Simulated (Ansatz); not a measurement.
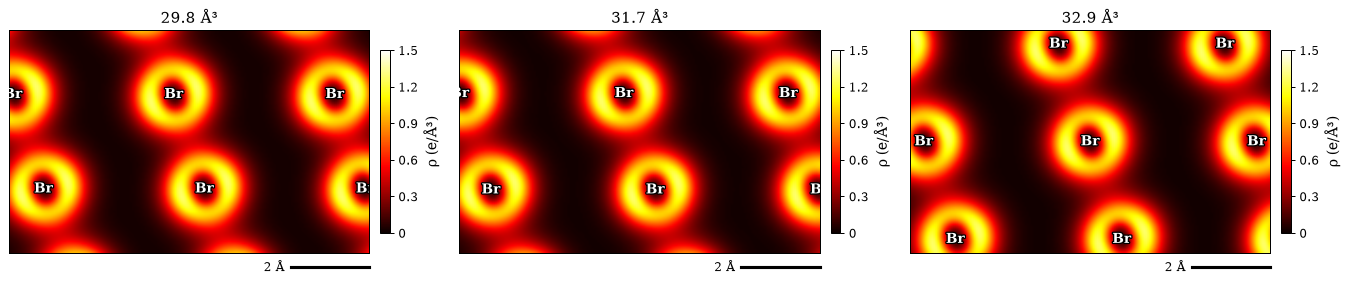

Br. The valence electron density of cells scaled evenly to different volumes (given per atom above each panel), on the (011̄) plane of each (indices in the axes of the cell below), at one length scale and on one colour scale.

A structure from a database of computed crystals, not necessarily the ambient phase.

Method: Kohn-Sham DFT of a periodic cell, PBE, Ansatz PAW in Ansatz.

Core electrons are frozen (PAW), and the valence fields are smoothed inside the atomic spheres.

The largest cell:

```cif
data_structure
_symmetry_space_group_name_H-M 'P 1'
_symmetry_Int_Tables_number 1
_cell_length_a 4.2282
_cell_length_b 4.2282
_cell_length_c 4.2282
_cell_angle_alpha 144.082
_cell_angle_beta 131.321
_cell_angle_gamma 61.957
_cell_volume 32.94
loop_
_atom_site_label
_atom_site_type_symbol
_atom_site_fract_x
_atom_site_fract_y
_atom_site_fract_z
_atom_site_occupancy
Br1 Br 0.00000 0.00000 0.00000 1
```

| volume (Å³/atom) | Br–Br contact in the plane (Å) | ρ at its midpoint (e/Å³) | pressure (GPa) | 
| --- | --- | --- | --- |
| 29.78 | 2.521 | 0.461 | 3.5 | 
| 31.68 | 2.574 | 0.418 | 1.1 | 
| 32.31 | 2.591 | ? | ? | 
| 32.94 | 2.607 | 0.393 | −0.1 | 

**What values belong in the row with question marks?**

Over the known rows ln ρ falls by 1.85 per Å of Br–Br distance (a least-squares line), which gives 0.405 e/Å³ at 2.591 Å; the calculation gives 0.405 e/Å³. For the pressure, a straight line in volume between the neighbouring rows gives 0.5 GPa; the calculation gives 0.5.
